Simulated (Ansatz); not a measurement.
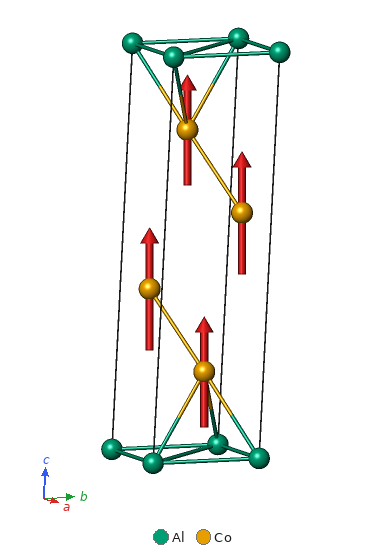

Ball-and-stick drawing of the structure, looking slightly off an axis. Lines trace the edges of the cell (the run's own, in a reduced setting). Arrows are the site magnetic moments above 0.25 μB; longer means larger, and red and blue are up and down (without spin-orbit coupling the axis itself is arbitrary).

This is the state reached for AlCo4. Computed with DFT PBEsol, scalar-relativistic, plane waves, PAW in Ansatz 0.2.0. Settings: 420 eV cutoff, k-points about 0.16 Å⁻¹ apart, Gaussian smearing of 0.1 eV, collinear spins.

Question: What do the arrows say about the order?

Answer: Ferromagnetic (within this cell). Site moments: 4 Co +1.3 to +1.7 μB. The net spin moment of the whole cell is 5.6 μB, including what lies between the atoms and on sites without an arrow.

Origin of the cell: a structure listed in the Materials Project. It is drawn as it came out of a relaxation with DFT PBEsol, scalar-relativistic, plane waves, PAW in Ansatz 0.2.0.
